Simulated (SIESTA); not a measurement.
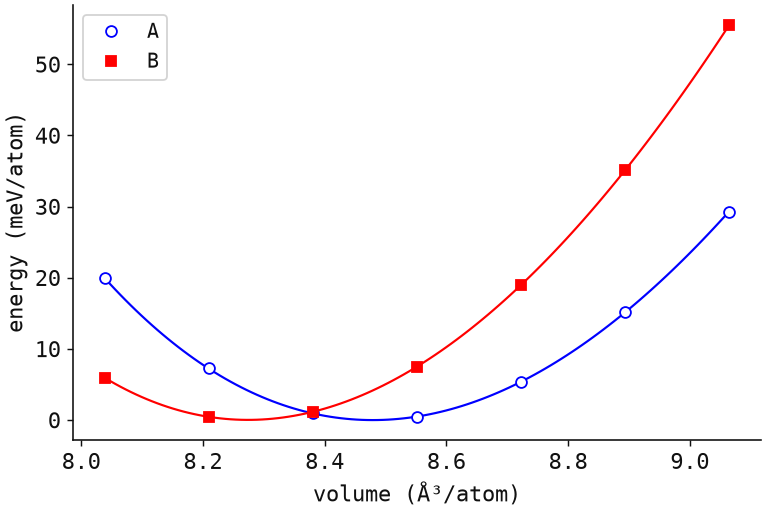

The plot gives the computed energy against volume, with one curve for each functional, for TiB₂ (space group P6/mmm). The labels are replaced by letters. In alphabetical order the cases are: LDA; PBEsol.

Calculation (SIESTA 5.4.2): DFT in numerical atomic orbitals with pseudopotentials, no spin polarisation; energies at scaled volumes of the given cell, shape and fractions fixed, counted from the fit's minimum, third-order Birch-Murnaghan fit. All runs: no spin polarisation.

```csv
setting,value
k mesh,10×10×8
occupations,Fermi–Dirac
smearing width,0.05 eV
potentials,"PseudoDojo 0.4 standard, converted to PSML, two zetas on semicore shells"
```

### Which letter stands for which functional?

A: PBEsol; B: LDA.

Limits of the calculation: mulliken charges of long orbitals; shape and atomic fractions are frozen while scaling, which makes layered, chain and framework solids too stiff.
